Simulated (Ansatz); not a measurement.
**Run report: FeCo, single-point calculation (part 2 of 2)**

The same run, continued: FeCo (slab, 12 atoms in the cell); DFT, revPBE, plane waves, PAW, spin-polarised (Ansatz 0.2.0); cutoff 420 eV, 12×9×1 k-mesh, Gaussian smearing of 0.1 eV, collinear spins. The structure derives from an entry of the Crystallography Open Database.

Geometry of the input (Å; fractional positions):
```
2.8004  0.0000  0.0000
0.0000  3.9604  0.0000
0.0000  0.0000  24.9010
Fe 0.5000  0.0000  0.3012
Co 0.0000  0.5000  0.3012
Fe 0.5000  0.5000  0.3807
Co 0.0000  0.0000  0.3807
Fe 0.5000  0.0000  0.4602
Co 0.0000  0.5000  0.4602
Fe 0.5000  0.5000  0.5398
Co 0.0000  0.0000  0.5398
Fe 0.5000  0.0000  0.6193
Co 0.0000  0.5000  0.6193
Fe 0.5000  0.5000  0.6988
Co 0.0000  0.0000  0.6988
```

## Output, continued
```
--- Band table (eV; the first three rows and the last of 60) ---
  k-point 0 ↑: bands = ["-89.7899", "-89.7860", "-89.7532", "-89.7532", "-89.2710", "-89.2710", "-82.2520", "-82.2463", "-82.2286", "-82.2285", "-82.0169", "-82.0169", "-53.0245", "-53.0094", "-53.0029", "-52.9868", "-52.9765", "-52.9717", "-52.9711", "-52.9704", "-52.9506", "-52.9506", "-52.9506", "-52.9503", "-52.5366", "-52.5366", "-52.4658", "-52.4658", "-52.4525", "-52.4525", "-48.2681", "-48.2551", "-48.2466", "-48.2348", "-48.2224", "-48.2193", "-48.2031", "-48.2001", "-48.1950", "-48.1944", "-48.1901", "-48.1866", "-48.1570", "-48.1561", "-47.9356", "-47.9356", "-47.8874", "-47.8874", "-2.2510", "-1.4820", "-0.3895", "0.6699", "1.1273", "1.2096", "1.2739", "1.2818", "1.2973", "1.5579", "1.5791", "1.6717", "2.1525", "2.1589", "2.2809", "2.6404", "2.7383", "2.8509", "3.0170", "3.1337", "3.2001", "3.4211", "3.5511", "3.5965", "3.6888", "3.6920", "3.7375", "3.7406", "3.8554", "3.8555", "3.8994", "4.2114", "4.4375", "4.5046", "4.6328", "4.6599", "4.6866", "4.6929", "4.7291", "4.8183", "4.8236", "4.8302", "4.8356", "4.8956", "4.9325", "4.9730", "5.0052", "5.0571", "5.1206", "5.1607", "5.2795", "5.3103", "5.3945", "5.5228", "5.5418", "5.7618", "5.8558", "5.8783", "5.9682", "6.0209", "6.0408", "6.0804", "6.0888", "6.4641", "6.4899", "6.6359", "7.1921", "7.3257", "8.5306", "10.0395", "11.3399", "11.5415", "11.6504", "12.7766", "13.2735", "13.6154", "13.7589", "13.8992", "14.3762", "14.7435", "15.1671", "15.2533", "15.5887", "15.7108", "16.2992", "16.3509", "16.5707", "17.4183", "18.1932"]
  k-point 1 ↑: bands = ["-89.7896", "-89.7862", "-89.7532", "-89.7532", "-89.2710", "-89.2710", "-82.2516", "-82.2466", "-82.2287", "-82.2286", "-82.0170", "-82.0170", "-53.0230", "-53.0123", "-52.9990", "-52.9890", "-52.9759", "-52.9712", "-52.9700", "-52.9685", "-52.9508", "-52.9505", "-52.9505", "-52.9501", "-52.5365", "-52.5365", "-52.4648", "-52.4648", "-52.4523", "-52.4523", "-48.2685", "-48.2633", "-48.2449", "-48.2381", "-48.2253", "-48.2151", "-48.2031", "-48.2003", "-48.1953", "-48.1948", "-48.1871", "-48.1854", "-48.1577", "-48.1575", "-47.9371", "-47.9371", "-47.8876", "-47.8876", "-1.9958", "-1.2381", "-0.1668", "0.8602", "1.1803", "1.3610", "1.3778", "1.3975", "1.3987", "1.6098", "1.6553", "1.7211", "2.1149", "2.2426", "2.4144", "2.7885", "2.7918", "2.9830", "2.9991", "3.2430", "3.2623", "3.5270", "3.5382", "3.5524", "3.6491", "3.6836", "3.7493", "3.8066", "3.8779", "3.8964", "3.9005", "3.9324", "4.1859", "4.4543", "4.4600", "4.5287", "4.5471", "4.6027", "4.6679", "4.7425", "4.7515", "4.7750", "4.8400", "4.8863", "4.8885", "4.9445", "4.9758", "4.9853", "5.0284", "5.1002", "5.2321", "5.3036", "5.3853", "5.4226", "5.5824", "5.7324", "5.7689", "5.8020", "5.8461", "5.8462", "5.8943", "5.9107", "6.1572", "6.2005", "6.2615", "6.6121", "7.1304", "7.4959", "7.8050", "8.7386", "10.1186", "11.5797", "11.6777", "11.7643", "13.0100", "13.4308", "13.8869", "15.0150", "15.0798", "15.4480", "15.4751", "15.7956", "16.1368", "16.6311", "16.7881", "16.8721", "17.2295", "17.8189", "18.2293"]
  k-point 2 ↑: bands = ["-89.7891", "-89.7866", "-89.7532", "-89.7532", "-89.2709", "-89.2709", "-82.2509", "-82.2471", "-82.2289", "-82.2288", "-82.0170", "-82.0170", "-53.0207", "-53.0144", "-52.9956", "-52.9912", "-52.9750", "-52.9715", "-52.9689", "-52.9652", "-52.9513", "-52.9504", "-52.9503", "-52.9495", "-52.5365", "-52.5365", "-52.4632", "-52.4632", "-52.4521", "-52.4521", "-48.2699", "-48.2687", "-48.2545", "-48.2350", "-48.2297", "-48.2102", "-48.2029", "-48.2008", "-48.1958", "-48.1955", "-48.1838", "-48.1830", "-48.1595", "-48.1593", "-47.9393", "-47.9393", "-47.8880", "-47.8880", "-1.5025", "-0.7704", "0.2488", "1.0774", "1.2090", "1.4988", "1.5652", "1.5811", "1.6459", "1.7193", "1.7832", "1.8111", "2.0809", "2.4063", "2.6379", "2.8927", "3.0072", "3.0658", "3.2007", "3.3124", "3.3228", "3.3804", "3.5154", "3.5580", "3.5735", "3.6146", "3.6394", "3.7588", "3.7748", "3.9706", "4.0820", "4.1194", "4.1366", "4.1902", "4.2442", "4.3727", "4.4247", "4.4988", "4.5633", "4.6312", "4.6434", "4.7001", "4.7109", "4.7214", "4.8075", "4.8124", "4.8474", "4.8854", "5.0004", "5.0562", "5.0642", "5.1401", "5.1860", "5.2703", "5.3587", "5.4875", "5.5294", "5.5453", "5.6293", "5.7070", "5.8137", "5.8488", "5.9158", "6.0639", "6.0728", "6.3721", "6.5096", "7.3627", "7.8706", "8.5996", "8.7348", "10.1764", "12.0364", "12.0594", "12.2025", "13.4754", "13.6533", "14.2047", "15.7312", "15.8215", "16.1798", "16.2630", "17.2015", "17.2902", "17.4404", "17.5888", "17.7182", "18.4065", "18.5874"]
  k-point 29 ↓: bands = ["-87.5502", "-87.5502", "-87.5050", "-87.5050", "-87.0916", "-87.0916", "-78.9910", "-78.9910", "-78.9478", "-78.9478", "-78.6839", "-78.6839", "-50.8409", "-50.8409", "-50.8303", "-50.8303", "-50.8033", "-50.8033", "-50.8019", "-50.8019", "-50.7663", "-50.7663", "-50.7533", "-50.7533", "-50.3870", "-50.3870", "-50.3721", "-50.3721", "-50.3432", "-50.3432", "-45.0876", "-45.0876", "-45.0704", "-45.0704", "-45.0484", "-45.0484", "-45.0369", "-45.0369", "-45.0031", "-45.0031", "-44.9807", "-44.9807", "-44.7596", "-44.7596", "-44.7473", "-44.7473", "-44.7454", "-44.7453", "2.4552", "2.4552", "2.4757", "2.4757", "2.6936", "2.6936", "2.8879", "2.8879", "3.4357", "3.4357", "3.5505", "3.5505", "4.3502", "4.3502", "4.3873", "4.3873", "4.5171", "4.5171", "4.5551", "4.5551", "4.7004", "4.7004", "4.7312", "4.7312", "5.1049", "5.1049", "5.2306", "5.2306", "5.7588", "5.7588", "5.8571", "5.8571", "6.9095", "6.9095", "7.0108", "7.0108", "7.3358", "7.3358", "7.3742", "7.3742", "7.5600", "7.5600", "7.5786", "7.5786", "7.6333", "7.6333", "7.6746", "7.6746", "7.8609", "7.8609", "7.8886", "7.8886", "7.9557", "7.9557", "8.3163", "8.3163", "8.4382", "8.4382", "8.6010", "8.6010", "8.6761", "8.6761", "8.7786", "8.7786", "9.1796", "9.1796", "9.4721", "9.4721", "9.7312", "9.7312", "10.3765", "10.3765", "13.4835", "13.4835", "13.7341", "13.7341", "15.1356", "15.1356", "15.3198", "15.3198", "15.9363", "15.9363", "16.4879", "16.4879", "16.7543", "16.7543", "17.5713", "17.5713", "17.8668"]
```

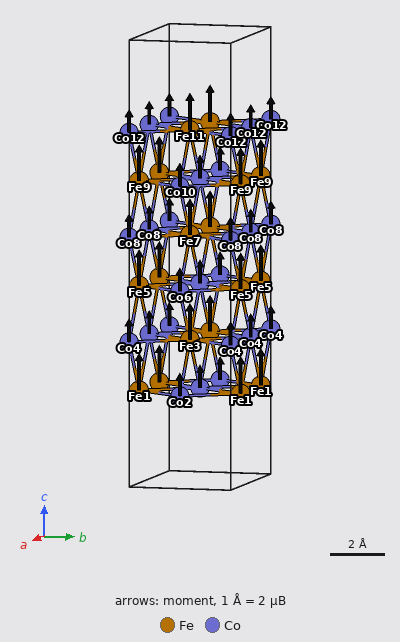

Magnetic moments of the sites as black arrows (ball-and-stick view of the 2 × 1 repeat of the cell, with the vacuum cut short, seen slightly off an axis; atoms are numbered from 1 in the order of the input); small moments hardly show. The run is collinear, so the axis drawn is arbitrary. Site moments: Fe1, Fe11 (2.84 μB); Fe3, Fe9 (2.77 μB); Fe5, Fe7 (2.76 μB); Co4, Co6, Co8, Co10 (1.81 μB); Co2, Co12 (1.78 μB). They are counted near the atoms and needn't add up to the moment of the cell.

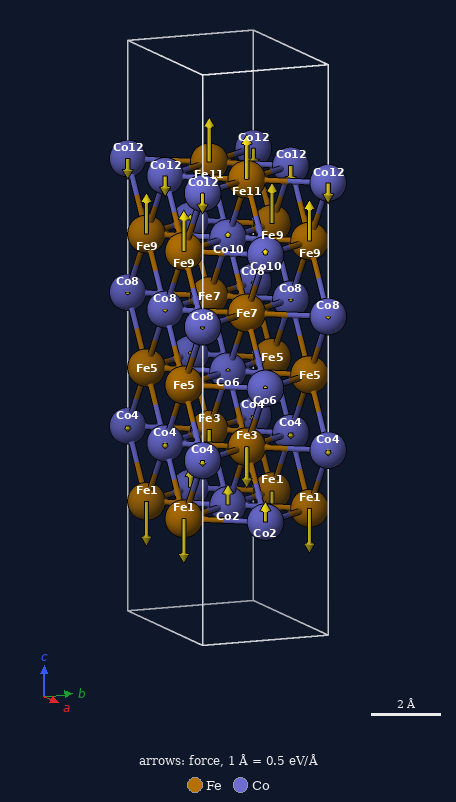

Forces on the atoms as yellow arrows (ball-and-stick view of the 2 × 1 repeat of the cell, with the vacuum cut short, seen slightly off an axis; atoms are numbered from 1 in the order of the input); the smallest are left out. The largest act on Fe1, Fe11 (0.67 eV/Å); Fe3, Fe9 (0.62 eV/Å); Co2, Co12 (0.32 eV/Å). The geometry is not a stationary point of this energy.

## Results in brief

- outcome: converged
- electrons treated: 198
- free energy: −57678.9047 eV
- Fermi energy: 6.836 eV
- gap on the k-point mesh: none (metallic)
- net moment of the cell: 26.92 μB
- integrated absolute moment: 28.72 μB
- largest force (length of the vector): 0.675 eV/Å
- hardware: 4 threads of Arm Neoverse V2, 24 GiB of memory available, shared host
- wall time: 2.5 min (CPU time 9.7 min)
- peak memory: 2.2 GiB

## Remarks

Settings chosen away from the usual ones: kpoints.mp_grid.shift set to [0.5, 0.5, 0.0]; hamiltonian.xc set to revpbe (from pbesol); basis.ecutwfc removed.
